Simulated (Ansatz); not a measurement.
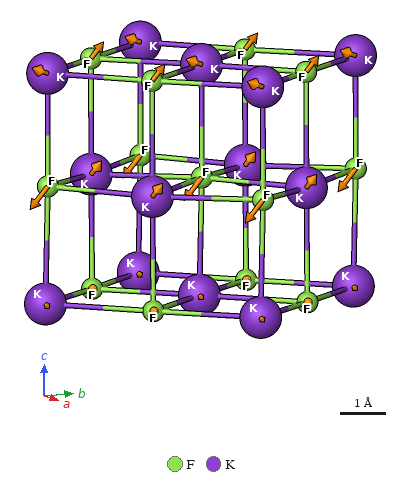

A relaxation of a slab of composition F₈K₈. The starting structure is drawn; orange arrows show the displacements, magnified 10 times.

A ball-and-stick model of the atoms within 5.0 Å of the atom that moves most (axes of the 2 × 2 repeat of the cell, outlined in the plane, without the vacuum), seen slightly off an axis.

These are results of Ansatz 0.2.0, DFT, PBEsol, PAW, plane waves, not measurements.

Input
```yaml
crystal:
  lattice:
    - [2.652982, 2.652982, 0.000000]
    - [-2.652982, 2.652982, 0.000000]
    - [0.000000, 0.000000, 31.570874]
  atoms:
    - { symbol: F, position: [0.500450, 0.500025, 0.206284] }
    - { symbol: F, position: [0.494844, 0.502930, 0.373400] }
    - { symbol: F, position: [0.508084, 0.496808, 0.542188] }
    - { symbol: F, position: [0.500531, 0.492008, 0.709052] }
    - { symbol: F, position: [0.004841, 0.997838, 0.290969] }
    - { symbol: F, position: [0.006013, 0.995041, 0.457994] }
    - { symbol: F, position: [0.001134, 0.013161, 0.627516] }
    - { symbol: F, position: [0.001575, 0.997545, 0.793956] }
    - { symbol: K, position: [0.002777, 0.001396, 0.206201] }
    - { symbol: K, position: [0.008084, 0.001771, 0.374039] }
    - { symbol: K, position: [0.999321, 0.998297, 0.542330] }
    - { symbol: K, position: [0.997833, 0.012707, 0.709400] }
    - { symbol: K, position: [0.506100, 0.497336, 0.289110] }
    - { symbol: K, position: [0.503219, 0.501747, 0.457917] }
    - { symbol: K, position: [0.493360, 0.497018, 0.624985] }
    - { symbol: K, position: [0.508199, 0.498001, 0.793737] }
kpoints:
  mp_grid: { grid: [6, 6, 1] }
hamiltonian:
  xc: pbesol
scf:
  occupations: { method: fermi_dirac, width: 0.01 }
relax:
  f_tol: 0.03
  max_steps: 80
  escape_saddle: false
  adjacent_minimum: "off"
output:
  forces: true
  eigenvalues: true
  populations: true
```

Launched with:
```bash
ansatz run in.yaml --threads 8 --pin off --max-ram 118750MiB --runs-dir r --events-out ev --progress --plain --backend cuda --devices 0,
```

What did the optimiser do to the structure, and how much energy did it gain?

Answer. F7 moves most relative to the layer's centre: 0.069 Å at 41° to the normal (−c side). By element the largest moves are F 0.069 Å, K 0.049 Å. The lattice vectors keep their values. Near-neighbour distances that change, for instance: F4–K12 2.715 → 2.656 Å, F4–K12 (another image) 2.591 → 2.650 Å, F7–K11 2.690 → 2.648 Å, F3–K15 2.615 → 2.653 Å. Bond angles that change, for instance: K15–F7–K15 176.4° → 179.7°, K11–F7–K15 87.4° → 90.1°, K11–F7–K15 87.5° → 90.1°. The energy falls by 33.0 meV per cell of the calculation in 2 geometry steps. Largest force component: 0.24 eV/Å at the start, 0.019 eV/Å at the end.
